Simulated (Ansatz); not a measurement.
## What a change does: single-point calculation on Hg

System: Hg (I4₁/amd, 2 atoms in the cell).
Method of run A: DFT PBE, scalar-relativistic, plane waves, PAW, no spin polarisation (Ansatz 0.2.0).

The structure derives from a Materials Project entry. Text and figures count atoms from 1; the logs count them from 0 in places.

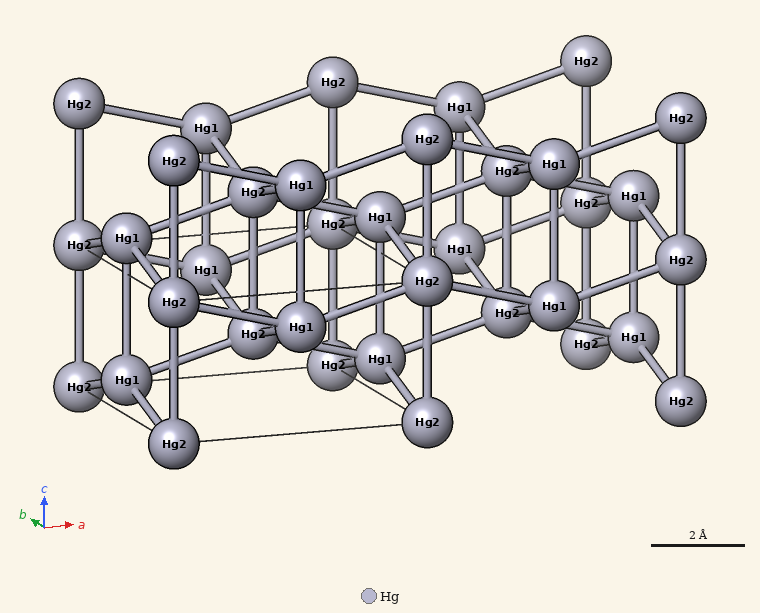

Fig. 1: The input geometry (ball-and-stick view of the cell 2 times as large as that of the calculation, set on its symmetry axes, repeated 2 × 1 × 2, seen slightly off an axis; atoms are numbered from 1 in the order of the input).

Input file, run A:
```yaml
crystal:
  lattice:
    - [-2.92975414, 2.92975414, 1.57255255]
    - [2.92975414, -2.92975414, 1.57255255]
    - [2.92975414, 2.92975414, -1.57255255]
  atoms:
    - { symbol: Hg, position: [0.75, 0.25, 0.5] }
    - { symbol: Hg, position: [0.0, 0.0, 0.0] }
basis:
  ecutwfc: 420
  fft_grid_basis: typed
kpoints:
  mp_grid: { grid: [12, 12, 12] }
hamiltonian:
  xc: pbe
scf:
  occupations: { method: gaussian, width: 0.05 }
output:
  forces: true
  stress: true
  eigenvalues: true
  bader: true
  write_density: true
  volumetric_format: npy
  elf: true
```

Command:
```bash
ansatz run input.yaml --threads 1 --pin off --max-ram 2560MiB --backend cpu --events-out ev --progress --plain --runs-dir out
```

Hardware: 1 thread of Arm Neoverse V1, 24 GiB of memory available, shared host.

Output, shortened to warnings, some set-up lines, iterations and results (run A):
```
Basis set: ecut = 420 eV, 1061 PW (Γ), exchange–correlation on 60×60×60 points (8 copies of the dense FFT grid, shifted against one another)
Symmetry: 16 space group operations
k-points: 163 of 1728
Initial density: superposition of atomic densities (neutral atoms: chi_scale 0, normalization atom), corrected by the library's trained network
[...]
SCF iter   1: F=—  HF=-27626.874703 eV  |F-HF|=—  |Δ(HF+E_count)|=         —  Δρ=6.85e-4  dr2=1.42e-4  ethr=1.77e-3  ⟨swp⟩=5.9  Hψ=15452  notcnv=0
SCF iter   2: F=—  HF=-27626.876058 eV  |F-HF|=—  |Δ(HF+E_count)|=   1.35e-3  Δρ=4.54e-4  dr2=7.51e-5  ethr=3.55e-7  ⟨swp⟩=2.7  Hψ=8687  notcnv=0
SCF iter   3: F=—  HF=-27626.876155 eV  |F-HF|=—  |Δ(HF+E_count)|=   9.74e-5  Δρ=8.77e-5  dr2=2.53e-6  ethr=1.88e-7  ⟨swp⟩=2.0  Hψ=5845  notcnv=0
SCF iter   4: F=—  HF=-27626.876158 eV  |F-HF|=—  |Δ(HF+E_count)|=   2.42e-6  Δρ=3.85e-5  dr2=1.07e-6  ethr=6.32e-9  ⟨swp⟩=2.0  Hψ=5897  notcnv=0
SCF iter   5: F=—  HF=-27626.876158 eV  |F-HF|=—  |Δ(HF+E_count)|=   5.40e-7  Δρ=1.32e-5  dr2=1.19e-7  ethr=2.68e-9  ⟨swp⟩=2.0  Hψ=5813  notcnv=0
SCF iter   6: F=-27626.876158 eV  HF=-27626.876158 eV  |F-HF|=2.76e-9  |Δ(HF+E_count)|=   9.34e-8  Δρ=4.12e-6  dr2=7.95e-9  ethr=2.50e-10  ⟨swp⟩=4.4  Hψ=13566  notcnv=0
SCF 1 converged in 6 iterations: F = -27626.876158 eV  dr2 = 7.95e-9
SCF converged after 6 iterations
Free energy (F): -27626.876158 eV
Harris-Foulkes:  -27626.876158 eV  (|F-HF|=2.76e-9)
Internal energy: -27626.875110 eV  (E = F + TS)
E sigma→0 (E₀):  -27626.875634 eV
Entropy (-TS):   -0.001048 eV (-0.524 meV/atom)
Fermi energy:    12.507333 eV
--- Per-component energies (eV) ---
  E_band       = -865.541111
  E_kinetic    = 1208.841518
  E_local      = -5514.660079  (includes V_loc(G=0)·N_el)
  E_nonlocal   = 144.588349
  E_hartree    = 2353.236188
  E_xc         = -441.163578
  E_vxc        = -524.883747  (∫ρ·V_xc dr)
  E_paw        = -19889.952600  (= ΣΔE_a)
  E_vpaw       = -885.902200  (= ΣTr[D̂ρ^β])
  E_aug_tail   = 0.001851  (compensation charges beyond the density's cutoff)
  E_ewald      = -5487.766758
  E_smearing   = -0.001048  (= −TS)
  E_closure    = 0.000000  (closes the sum)
  Σ components = -27626.876158   (vs F -27626.876158, Δ=0.00e0)
--- Forces (eV/Å), atoms counted from 1 ---
  atom   1  Hg     0.00000000    -0.00000000     0.00000000
  atom   2  Hg    -0.00000000    -0.00000000    -0.00000000
  max |Σ_I F_I| component: 4.34e-18 eV/Å
--- Stress (GPa, compression-positive) ---
        1.418083      -0.000000      -0.000000
       -0.000000       1.418083       0.000000
       -0.000000       0.000000       1.041104
  P = ⅓ Tr σ = 1.2924 GPa (12.924 kbar)
--- Bader charges: 2 sites ---
  site symbol  charge [e]  shift [e]
     0     Hg      0.0000     0.0000
     1     Hg      0.0000     0.0000
  estimated error of the sums over rays = 5.3e-5 e
```

The input of run B differs as follows (lines with − go, lines with + come):
```diff
-  xc: pbe
+  xc: lda
-  elf: true
```

Predict how the results change.

The total energies belong to different methods, so their difference says nothing on which is more stable or more accurate. The pressure goes from 1.29 to −4.67 GPa. The functional changes from PBE to LDA. Along LDA, PBEsol, PBE and RPBE the binding weakens and the preferred volume grows, so the same cell is under more pressure with the later ones. The number of SCF iterations is the same.

Output, shortened to warnings, some set-up lines, iterations and results (run B):
```
Basis set: ecut = 420 eV, 1061 PW (Γ)
Symmetry: 16 space group operations
k-points: 163 of 1728
Initial density: superposition of atomic densities (neutral atoms: chi_scale 0, normalization atom), corrected by the library's trained network
[...]
SCF iter   1: F=—  HF=-27044.733596 eV  |F-HF|=—  |Δ(HF+E_count)|=         —  Δρ=4.88e-3  dr2=1.12e-2  ethr=1.77e-3  ⟨swp⟩=5.9  Hψ=15446  notcnv=0
SCF iter   2: F=—  HF=-27044.731560 eV  |F-HF|=—  |Δ(HF+E_count)|=   2.04e-3  Δρ=2.29e-3  dr2=2.11e-3  ethr=2.80e-5  ⟨swp⟩=2.4  Hψ=6788  notcnv=0
SCF iter   3: F=—  HF=-27044.730803 eV  |F-HF|=—  |Δ(HF+E_count)|=   7.57e-4  Δρ=5.03e-4  dr2=5.66e-5  ethr=5.28e-6  ⟨swp⟩=2.0  Hψ=5503  notcnv=0
SCF iter   4: F=—  HF=-27044.730802 eV  |F-HF|=—  |Δ(HF+E_count)|=   1.73e-6  Δρ=6.59e-5  dr2=1.25e-6  ethr=1.41e-7  ⟨swp⟩=2.4  Hψ=6429  notcnv=0
SCF iter   5: F=-27044.730801 eV  HF=-27044.730802 eV  |F-HF|=1.83e-8  |Δ(HF+E_count)|=   2.20e-7  Δρ=1.19e-5  dr2=7.15e-8  ethr=3.12e-9  ⟨swp⟩=2.2  Hψ=6334  notcnv=0
SCF iter   6: F=-27044.730802 eV  HF=-27044.730802 eV  |F-HF|=4.91e-10  |Δ(HF+E_count)|=  5.38e-10  Δρ=2.00e-6  dr2=1.91e-9  ethr=1.79e-10  ⟨swp⟩=2.7  Hψ=13656  notcnv=0
SCF 1 converged in 6 iterations: F = -27044.730802 eV  dr2 = 1.91e-9
SCF converged after 6 iterations
Free energy (F): -27044.730802 eV
Harris-Foulkes:  -27044.730802 eV  (|F-HF|=4.91e-10)
Internal energy: -27044.729661 eV  (E = F + TS)
E sigma→0 (E₀):  -27044.730231 eV
Entropy (-TS):   -0.001140 eV (-0.570 meV/atom)
Fermi energy:    12.033410 eV
--- Per-component energies (eV) ---
  E_band       = -881.426229
  E_kinetic    = 1208.339908
  E_local      = -5527.906380  (includes V_loc(G=0)·N_el)
  E_nonlocal   = 160.800274
  E_hartree    = 2349.298527
  E_xc         = -437.238496
  E_vxc        = -523.081511  (∫ρ·V_xc dr)
  E_paw        = -19311.410609  (= ΣΔE_a)
  E_vpaw       = -898.175814  (= ΣTr[D̂ρ^β])
  E_aug_tail   = 0.001687  (compensation charges beyond the density's cutoff)
  E_ewald      = -5487.766758
  E_core_change = 1.152185  (= ΣΔE_core)
  E_smearing   = -0.001140  (= −TS)
  E_closure    = 0.000000  (closes the sum)
  Σ components = -27044.730802   (vs F -27044.730802, Δ=0.00e0)
--- Forces (eV/Å), atoms counted from 1 ---
  atom   1  Hg     0.00000000     0.00000000     0.00000000
  atom   2  Hg    -0.00000000    -0.00000000    -0.00000000
  max |Σ_I F_I| component: 1.73e-18 eV/Å
--- Stress (GPa, compression-positive) ---
       -4.502094      -0.000000      -0.000000
       -0.000000      -4.502094       0.000000
       -0.000000      -0.000000      -4.993127
  P = ⅓ Tr σ = -4.6658 GPa (-46.658 kbar)
--- Bader charges: 2 sites ---
  site symbol  charge [e]  shift [e]
     0     Hg      0.0000     0.0000
     1     Hg      0.0000     0.0000
  estimated error of the sums over rays = 5.6e-5 e
```

The two runs side by side:

| quantity | run A | run B |
| --- | --- | --- |
| outcome | converged | converged |
| free energy per atom (eV) | −13813.4381 | −13522.3654 |
| energy per atom, smearing taken to zero (eV) | −13813.4378 | −13522.3651 |
| gap on the mesh (eV) | 0.00 | 0.00 |
| pressure (GPa) | 1.29 | −4.67 |
| largest force (eV/Å) | 0.000 | 0.000 |
| SCF iterations | 6 | 6 |
| irreducible k-points | 163 | 163 |
| plane waves at Γ | 1061 | 1061 |
| wall time (shared host) | 21 s | 21 s |

For both runs: Spin–orbit coupling is left out, which matters for Hg.
